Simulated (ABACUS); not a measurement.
**A series of single points on Sn**

System: Sn (I4₁/amd, 2 atoms in the cell).
Method: Kohn-Sham DFT of a periodic cell, PBE, PseudoDojo NC SR 0.4.1 PBE standard, no spin polarisation (ABACUS 3.10.1).

The 7 runs differ only in the geometry, by an even scaling of the cell at fixed fractional positions. The structure derives from a Materials Project entry.

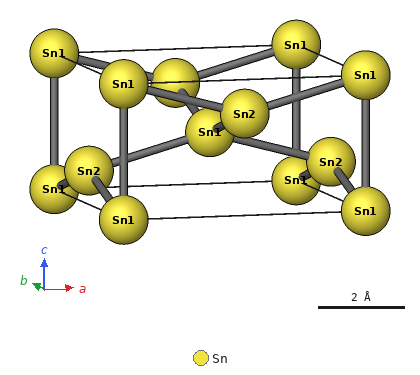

Figure 1. The structure of run 4 (ball-and-stick view of the cell 2 times as large as that of the calculation, set on its symmetry axes, seen slightly off an axis; atoms are numbered from 1 in the order of the input).

**Input of run 4**
```
INPUT_PARAMETERS
suffix              Sn
calculation         scf
basis_type          pw
pseudo_dir          ./
symmetry            1
dft_functional      pbe
ecutwfc             73
pseudo_rcut         10
nspin               1
nbands              18
ks_solver           dav
smearing_method     fd
smearing_sigma      0.00367493
scf_thr             1e-08
scf_nmax            100
mixing_type         broyden
mixing_beta         0.7
cal_force           1
cal_stress          1
out_chg             1
out_pot             2
out_elf             1
```

**File STRU of run 4**
```
ATOMIC_SPECIES
Sn 118.7100 Sn.upf

LATTICE_CONSTANT
1.8897261246

LATTICE_VECTORS
-2.9401404553 2.9401404553 1.5993019889
2.9401404553 -2.9401404553 1.5993019889
2.9401404553 2.9401404553 -1.5993019889

ATOMIC_POSITIONS
Direct

Sn
0.0
2
0.0000000000 0.0000000000 0.0000000000 1 1 1
0.7500000000 0.2500000000 0.5000000000 1 1 1
```

**File KPT of run 4**
```
K_POINTS
0
Gamma
9 9 9 0 0 0
```

Command:
```bash
OMP_NUM_THREADS=1 mpirun -np 4 abacus > log
```

Run 3 has the same physical settings and fractional positions; its lattice vectors (Å) are:
```
  -2.920407    2.920407    1.588568
   2.920407   -2.920407    1.588568
   2.920407    2.920407   -1.588568
```

**Results, with one run withheld**

| run | volume per atom (Å³) | free energy per atom, from the lowest run given (meV) | pressure (GPa) |
| --- | --- | --- | --- |
| 1 | 25.991 | 37.49 | 5.36 |
| 2 | 26.544 | 21.52 | 3.92 |
| 3 | 27.097 | ? | ? |
| 4 | 27.650 | 3.25 | 1.47 |
| 5 | 28.203 | 0.00 | 0.43 |
| 6 | 28.756 | 0.14 | −0.50 |
| 7 | 29.309 | 3.31 | −1.33 |

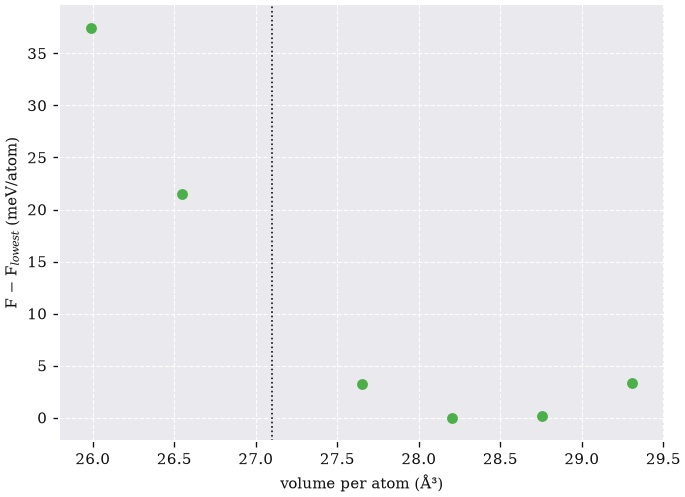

Figure 2. Free energy per atom of the runs given; the dotted line marks run 3.

Fit the runs given and predict run 3.

A cubic polynomial in V^(−2/3) (the Birch–Murnaghan form), fitted to the 6 runs given, misses them by under 0.01 meV per atom. With x = V^(−2/3) − 0.10923 Å⁻², it reads F = 2.8011 + 3249 x + 8.4706e+05 x² + 2.5741e+06 x³ (meV per atom). At run 3 it gives 10.27 meV per atom, and the run itself gives 10.28. The slope of the fit gives a pressure −dF/dV of 2.62 GPa there, and the run prints 2.62 GPa. The fit has its minimum at 28.453 Å³ per atom, where V d²F/dV² gives 47.9 GPa. Cell shape and fractional positions are held, so this is the stiffness under even scaling; the relaxed bulk modulus wasn't computed.

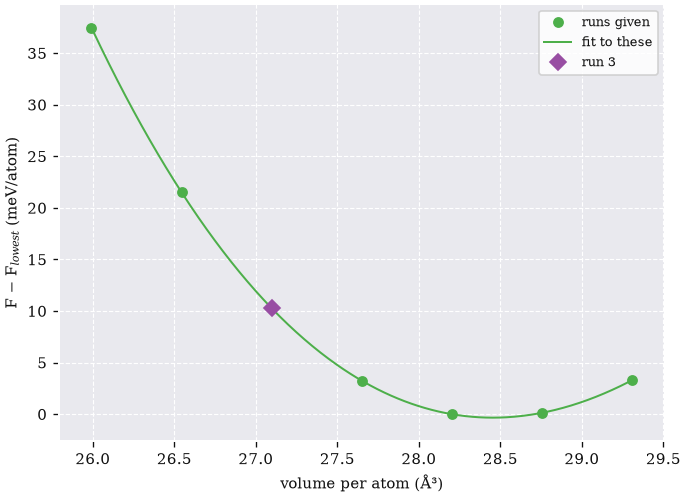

Figure 3. The fit and the withheld run.

**Some lines of the output (run 3)**
```
[...]
                          Volume (Bohr^3) = 365.72
                             Volume (A^3) = 54.1941
 E_Fermi        0.8185349600         11.1367394681
 E_Fermi        0.8149997620         11.0886406325
 E_Fermi        0.8146844887         11.0843511182
 E_Fermi        0.8147137246         11.0847488938
 E_Fermi        0.8147568301         11.0853353739
 E_KS(sigma->0) -315.2232194417      -4288.8319263109
 E_Fermi        0.8147746869         11.0855783277
 final etot is -4288.8356957 eV
 EFERMI = 11.085578328 eV
 TOTAL-PRESSURE: 26.245322 KBAR
 !FINAL_ETOT_IS -4288.8356957125079134 eV
```
